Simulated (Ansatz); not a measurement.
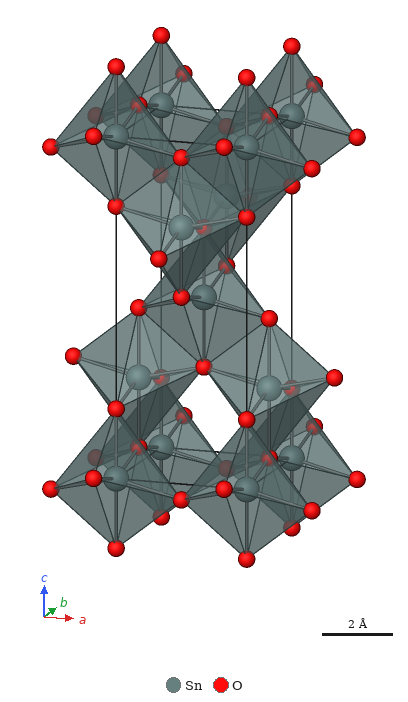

The structure (polyhedral view of the cell 2 times as large as that of the calculation, set on its symmetry axes, seen slightly off an axis; polyhedra are completed across the faces of the cell). An atom can appear more than once, as a periodic image.

SnO$_{2}$: band-structure calculation (part 1 of 2)

- system: SnO$_{2}$ (I4₁/amd, 6 atoms in the cell)
- method: DFT, PBE0, plane waves, PAW, no spin polarisation (Ansatz 0.2.0)

The structure derives from a Materials Project entry. The geometry comes from this level: r2SCAN. Figures and captions count atoms from 1; the log counts them from 0 in places.

**The input**
```yaml
crystal:
  lattice:
    - [-1.9996378585, 1.9996378585, 5.1012541109]
    - [1.9996378585, -1.9996378585, 5.1012541109]
    - [1.9996378585, 1.9996378585, -5.1012541109]
  atoms:
    - { symbol: Sn, position: [0.75, 0.25, 0.5] }
    - { symbol: Sn, position: [0.0, 0.0, 0.0] }
    - { symbol: O, position: [0.7963398393, 0.7963398393, 0.0] }
    - { symbol: O, position: [0.9536601607, 0.4536601607, 0.5] }
    - { symbol: O, position: [0.2036601607, 0.2036601607, 0.0] }
    - { symbol: O, position: [0.5463398393, 0.0463398393, 0.5] }
kpoints:
  mp_grid: { grid: [6, 6, 6] }
  band_path:
    path:
      - [0.0, 0.0, 0.0]
      - [0.0, 0.0, 0.5]
      - [0.25, 0.25, 0.25]
      - [0.0, 0.5, 0.0]
      - [0.5, 0.5, -0.5]
      - [0.2884139347, 0.7115860653, -0.2884139347]
      - [-0.2884139347, 0.2884139347, 0.2884139347]
      - [-0.0768278695, 0.0768278695, 0.5]
      - [0.5, 0.5, -0.0768278695]
      - [0.1875, 0.1875, 0.270833]
    npoints: 1
hamiltonian:
  xc: pbe0
scf:
  occupations: { method: fixed }
  n_extra_bands: 5
output:
  forces: true
  stress: true
  eigenvalues: true
  write_density: true
  write_potential: true
  elf: true
  volumetric_format: npy
```

Run on 4 threads of Arm Neoverse V2, 24 GiB of memory available, shared host.

Launched with:
```bash
ansatz run input.yaml --threads 4 --pin off --max-ram 6451MiB --backend cpu --events-out ev --progress --plain --runs-dir out
```

**Output**
```
Warning: output.stress: scf.convergence.dr2_threshold = 1e-7 eV (the SCF's general default) is looser than the 6e-10 eV advised for a printed stress (1e-10 eV for each atom of the cell: 6). What an SCF threshold leaves in a stress goes as its square root, and in the free energy as the threshold itself, and one threshold admits the most on a small cell: of the crystals measured, under no hybrid functional and no lock of the moments, on runs that ended without the residual-converged pass, on stresses that held no estimate of that error, the worst erred by over 100 MPa in a component at 1e-7 eV an atom and by under 5 at 1e-10. Set scf.convergence.dr2_threshold to 6e-10 eV or tighter. The threshold is an SCF's pass mark: one that does not reach it within its budget of iterations ends unconverged, or closes short of it on a stop that the run arms, and scf.convergence.dr2_threshold's page says what that costs each kind of run
Warning: output.stress: scf.exx.energy_threshold = 1e-6 eV is looser than the 6e-8 eV advised for a stress under a hybrid functional (1e-8 eV for each atom of the cell: 6). Every SCF of the exchange loop can meet its threshold on dr2 while the loop round them stops early: no threshold on dr2 bounds what that leaves in the stress. Set scf.exx.energy_threshold to 6e-8 eV or tighter. The threshold is the loop's pass mark: a loop that does not reach it within its budget of cycles ends unconverged, and scf.exx.energy_threshold's page has the law
scf.n_extra_bands = 5 over 26 filled bands (N_el = 52.0): the run solves 31 bands
Engine: ansatz 0.2.0, aarch64-unknown-linux-gnu
Pseudopotentials: kind: paw
Pseudopotential: Sn, paw, valence charge 14, recommended cutoff 420 eV (normal), Sn.paw.azcp
Pseudopotential: O, paw, valence charge 6, recommended cutoff 420 eV (normal), O.paw.azcp
Functional definition: PBE0
  parameter a = 0.25
  parameter kappa = 0.804
  parameter beta = 0.06672455060314922
  exchange = (1 - a)*pbe_x(kappa = kappa, mu = beta*pi^2/3) + a*exact_x
  correlation = pbe_c(beta = beta)
davidson cushion auto → on  (no smearing: the cushion is to keep the highest requested band from converging to the state above it; pin scf.eigensolver.cushion to override)
Crystal: 6 atoms, lattice volume = 81.591 Å³
Basis set: ecut = 420 eV, 1605 PW (Γ), exchange–correlation on 80×80×80 points (8 copies of the dense FFT grid, shifted against one another)
Bands: 31, of which v1, the nominal top of the filled ones, is band 26 counted from 1 (25 counted from 0)
Symmetry: 16 space group operations
Space group: I41/amd (ITA 141), of the structure as read, at distance tolerance 4.3e-5 Å
k-points: 30 of 216
Non-local potential: Sn, projectors of the file, l = 0: 2, l = 1: 2, l = 2: 2, l = 3: 2
Non-local potential: O, projectors of the file, l = 0: 2, l = 1: 2, l = 2: 1
PAW form: soft (Blöchl's): semilocal exchange-correlation on the pseudo side does not see the compensation charge
PAW frozen core: Sn, regenerated for the run's functional, and the local potential with it (the file was generated under x = pbe(κ = 0.804, μ = 0.2195149727645171), c = pbe(β = 0.06672455060314922))
PAW frozen core: O, regenerated for the run's functional, and the local potential with it (the file was generated under x = pbe(κ = 0.804, μ = 0.2195149727645171), c = pbe(β = 0.06672455060314922))
PAW one-centre angular grid: Sn, 590 points (default); XC on 64 Gauss nodes
PAW one-centre angular grid: O, 110 points (default); XC on 64 Gauss nodes
Initial density: superposition of atomic densities (neutral atoms: chi_scale 0, normalization atom), corrected by the library's trained network
Initial wavefunctions: pseudopotential atomic-orbital guess
Functional: x = pbe(κ = 0.804, μ = 0.2195149727645171), c = pbe(β = 0.06672455060314922), warm-up for x = 0.75 pbe(κ = 0.804, μ = 0.2195149727645171) + 0.25 exact, c = pbe(β = 0.06672455060314922)
SCF iter   1: F=—  HF=-14317.566733 eV  |F-HF|=—  |Δ(HF+E_count)|=         —  Δρ=2.28e-3  dr2=1.98e-3  ethr=1.77e-3  ⟨swp⟩=8.6  Hψ=4473  notcnv=0
preconditioner: auto → none  [insulator: Δε(μ)=1.729 eV  Ē_g=18.893 eV  n_scr=24 (ndim 8)  ℏωp=29.6 eV  f_vac=0.140]
SCF iter   2: F=—  HF=-14317.571526 eV  |F-HF|=—  |Δ(HF+E_count)|=   4.79e-3  Δρ=1.19e-3  dr2=5.90e-4  ethr=3.81e-6  ⟨swp⟩=5.7  Hψ=4004  notcnv=0  defer=5
SCF iter   3: F=-14317.571846 eV  HF=-14317.571709 eV  |F-HF|=1.37e-4  |Δ(HF+E_count)|=   1.83e-4  Δρ=4.91e-4  dr2=7.21e-5  ethr=1.13e-6  ⟨swp⟩=3.2  Hψ=2543  notcnv=0  defer=1
SCF 1 stopped early in 3 iterations: F = -14317.571846 eV  dr2 = 7.21e-5
  greatest PAW one-centre occupation: 0.996 electrons in one spin orbital (limit 2), on the Sn atom at site 1 (counted from 0), in its partial waves of l = 2
Initial density: handed on by an earlier stage of this run
Initial wavefunctions: those handed on with the density
Functional: x = 0.75 pbe(κ = 0.804, μ = 0.2195149727645171) + 0.25 exact, c = pbe(β = 0.06672455060314922)
Frozen-core exchange: fock
SCF iter   1: F=—  HF=-14323.994804 eV  |F-HF|=—  |Δ(HF+E_count)|=         —  Δρ=9.53e-3  dr2=5.34e-2  ethr=1.39e-6  ⟨swp⟩=8.8  Hψ=5253  notcnv=0
preconditioner: auto → none  [insulator: Δε(μ)=4.090 eV  Ē_g=22.278 eV  n_scr=24 (ndim 8)  ℏωp=29.6 eV  f_vac=0.141]
SCF iter   2: F=—  HF=-14323.980398 eV  |F-HF|=—  |Δ(HF+E_count)|=   1.44e-2  Δρ=5.33e-3  dr2=1.24e-2  ethr=1.39e-6  ⟨swp⟩=4.9  Hψ=3666  notcnv=0
SCF iter   3: F=—  HF=-14324.010149 eV  |F-HF|=—  |Δ(HF+E_count)|=   2.98e-2  Δρ=2.91e-3  dr2=6.07e-3  ethr=1.39e-6  ⟨swp⟩=4.6  Hψ=3584  notcnv=0
iter 4 solved again at ethr=1.21e-7 eV; its pass at ethr=1.39e-6 eV (dr2=6.30e-5 eV) is discarded
SCF iter   4: F=—  HF=-14324.008347 eV  |F-HF|=—  |Δ(HF+E_count)|=   1.80e-3  Δρ=3.03e-4  dr2=2.36e-4  ethr=1.21e-7  ⟨swp⟩=2.1  Hψ=4863  notcnv=0
SCF iter   5: F=—  HF=-14324.009166 eV  |F-HF|=—  |Δ(HF+E_count)|=   8.18e-4  Δρ=4.72e-4  dr2=1.75e-4  ethr=1.21e-7  ⟨swp⟩=4.8  Hψ=3002  notcnv=0
SCF iter   6: F=-14324.009119 eV  HF=-14324.009113 eV  |F-HF|=5.77e-6  |Δ(HF+E_count)|=   5.24e-5  Δρ=5.46e-5  dr2=3.13e-6  ethr=1.21e-7  ⟨swp⟩=4.0  Hψ=2762  notcnv=0
SCF 2 stopped early in 6 iterations: F = -14324.009119 eV  dr2 = 3.13e-6
  Residual-converged pass: ⟨swp⟩=4.1  Hψ=3054  notcnv=0  max |occ|·‖R‖ = 6.5e-6 eV (tolerance 6.7e-6 eV)  dr2=3.19e-6  dr2_onsite=6.18e-7  max |Δocc| = 0.0e0
hybrid outer 1: dexx = +3.478e-2 eV, tail = 1.42e-4 eV
Frozen-core exchange: fock
SCF iter   1: F=—  HF=-14324.008452 eV  |F-HF|=—  |Δ(HF+E_count)|=         —  Δρ=3.35e-5  dr2=5.64e-7  ethr=1.37e-6  ⟨swp⟩=4.1  Hψ=2246  notcnv=0
preconditioner: auto → none  [insulator: Δε(μ)=4.116 eV  Ē_g=22.319 eV  n_scr=24 (ndim 8)  ℏωp=29.6 eV  f_vac=0.145]
SCF iter   2: F=—  HF=-14324.008457 eV  |F-HF|=—  |Δ(HF+E_count)|=   5.54e-6  Δρ=2.88e-5  dr2=2.79e-7  ethr=4.87e-10  ⟨swp⟩=6.5  Hψ=4336  notcnv=0  defer=29
SCF iter   3: F=—  HF=-14324.008457 eV  |F-HF|=—  |Δ(HF+E_count)|=   5.51e-8  Δρ=8.81e-6  dr2=5.45e-8  ethr=4.87e-10  ⟨swp⟩=3.2  Hψ=2395  notcnv=0  defer=1
SCF iter   4: F=—  HF=-14324.008458 eV  |F-HF|=—  |Δ(HF+E_count)|=   2.10e-7  Δρ=4.62e-6  dr2=9.09e-9  ethr=3.38e-11  ⟨swp⟩=5.8  Hψ=3649  notcnv=0  defer=9
SCF iter   5: F=-14324.008458 eV  HF=-14324.008458 eV  |F-HF|=5.46e-12  |Δ(HF+E_count)|=   1.60e-9  Δρ=3.34e-7  dr2=3.13e-10  ethr=1.26e-11  ⟨swp⟩=3.1  Hψ=2629  notcnv=0
SCF 3 converged in 5 iterations: F = -14324.008458 eV  dr2 = 3.13e-10
  Residual-converged pass: ⟨swp⟩=3.0  Hψ=2261  notcnv=0  max |occ|·‖R‖ = 7.7e-7 eV (tolerance 7.7e-7 eV)  dr2=3.15e-10  dr2_onsite=1.17e-11  max |Δocc| = 0.0e0
```

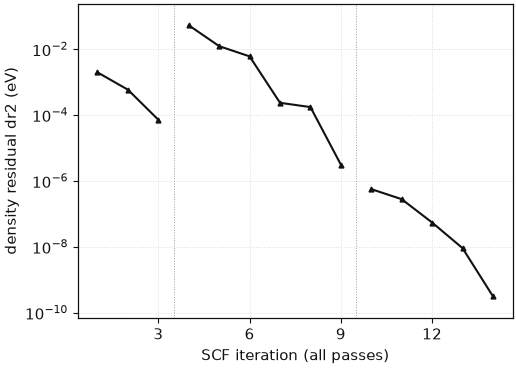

Convergence of the self-consistent field: density residual dr2 against the SCF iteration. The run starts with a semilocal functional; after that each stretch between dotted lines is one SCF of the hybrid functional between two exact rebuilds of the exchange operator by the outer loop. Early passes are stopped at a loose threshold. The passes take 3, 6 and 5 iterations.

```
hybrid outer 2: dexx = +2.118e-6 eV, tail = 4.94e-8 eV, Δε = 4.11e-3 eV (about 1.16e-4 eV left of the loop's levels), ΔF = 3.07e-3 eV/Å (tail 7.41e-4)
the search or the solves at the SCF's close seem to have found levels that the self-consistency loop had missed (the run counts 1). By its estimate they hold under 1e-12 electrons; where the run keeps them, the occupations were computed again with them
NSCF: frozen V_eff on 10 k-points
hybrid SCF converged: 2 outer / 11 inner (+3 warm-up), last move |dexx| = 2.12e-6 eV, tail = 4.94e-8 eV
Stability not checked: this state was not tested for a lower state beside it, because the functional holds exact exchange (a hybrid, or Hartree-Fock), whose exchange loop this test does not read (fock_operator; see scf.lower_state_search)
Free energy (F): -14324.008457 eV
Frozen-core exchange: fock
Harris-Foulkes:  -14324.008457 eV  (|F-HF|=5.46e-12)
Internal energy: -14324.008457 eV  (E = F + TS)
E sigma→0 (E₀):  -14324.008457 eV
Fermi energy:    5.361470 eV
--- Per-component energies (eV) ---
  E_band       = -343.471393
  E_kinetic    = 1084.877090
  E_local      = -3553.678995  (includes V_loc(G=0)·N_el)
  E_nonlocal   = 128.880844
  E_hartree    = 1791.426889
  E_xc         = -807.805160
  E_vxc        = -433.583722  (∫ρ·V_xc dr)
  E_exx        = -173.679114  (= α·E_x^exact, valence–valence)
  E_paw        = -9011.947615  (= ΣΔE_a)
  E_vpaw       = -805.470795  (= ΣTr[D̂ρ^β])
  E_aug_tail   = 0.009801  (compensation charges beyond the density's cutoff)
  E_ewald      = -3782.535609
  E_core_change = 0.443412  (= ΣΔE_core)
  E_smearing   = -0.000000  (= −TS)
  E_closure    = -0.000001  (closes the sum)
  Σ components = -14324.008457   (vs F -14324.008457, Δ=0.00e0)
--- Forces (eV/Å), atoms counted from 1 ---
  atom   1  Sn     0.00000000    -0.00000000     0.00000000
  atom   2  Sn    -0.00000000    -0.00000000    -0.00000000
  atom   3  O     -0.00000000     0.00000000     0.10742155
  atom   4  O      0.00000000    -0.00000000    -0.10742155
  atom   5  O     -0.00000000     0.00000000    -0.10742155
  atom   6  O      0.00000000     0.00000000     0.10742155
  max |Σ_I F_I| component: 9.74e-20 eV/Å
--- Stress (GPa, compression-positive) ---
       -1.218461      -0.000000       0.000000
       -0.000000      -1.218461      -0.000000
        0.000000      -0.000000      -1.617211
  P = ⅓ Tr σ = -1.3514 GPa (-13.514 kbar)
--- Band table (eV; the first three rows and the last of 30) ---
  k-point 0: bands = ["-16.4974", "-16.4654", "-16.3128", "-15.6648", "-15.4950", "-15.4950", "-15.3505", "-15.3320", "-15.3320", "-15.3078", "-14.5225", "-11.6670", "-10.9340", "-10.7161", "0.4781", "0.5246", "0.5246", "1.1611", "1.8752", "1.8752", "3.8050", "4.5019", "4.7480", "4.7480", "4.8898", "4.8898", "9.4780", "13.7609", "17.3795", "18.1124", "18.1236"]
  k-point 1: bands = ["-16.4354", "-16.3290", "-16.1837", "-15.7431", "-15.5038", "-15.4770", "-15.3668", "-15.3557", "-15.3475", "-15.3142", "-14.1593", "-11.9161", "-11.1624", "-11.0291", "-1.3938", "0.6728", "0.7776", "1.2637", "2.4987", "3.1682", "3.7441", "4.1594", "4.4544", "4.4813", "4.8454", "5.0362", "11.0301", "14.0132", "17.8948", "17.9513", "18.2658"]
  k-point 2: bands = ["-16.2858", "-15.9889", "-15.9205", "-15.8568", "-15.5385", "-15.4352", "-15.3932", "-15.3810", "-15.3586", "-15.3262", "-13.3007", "-12.4360", "-12.0592", "-11.4278", "-2.5005", "-1.0403", "0.9238", "2.6368", "2.9877", "3.5957", "3.6195", "3.9814", "4.6107", "4.8347", "5.1191", "5.2593", "13.5937", "14.9596", "16.3955", "16.7196", "17.8445"]
  k-point 29: bands = ["-16.6621", "-16.6621", "-15.7719", "-15.7719", "-15.5371", "-15.5371", "-15.3292", "-15.3292", "-15.2861", "-15.2861", "-13.5907", "-13.5907", "-10.3777", "-10.3777", "0.0830", "0.0830", "1.9590", "1.9590", "2.5748", "2.5748", "2.7009", "2.7009", "4.2775", "4.2775", "5.0188", "5.0188", "12.2985", "12.2985", "15.6701", "15.6701", "20.3317"]
```
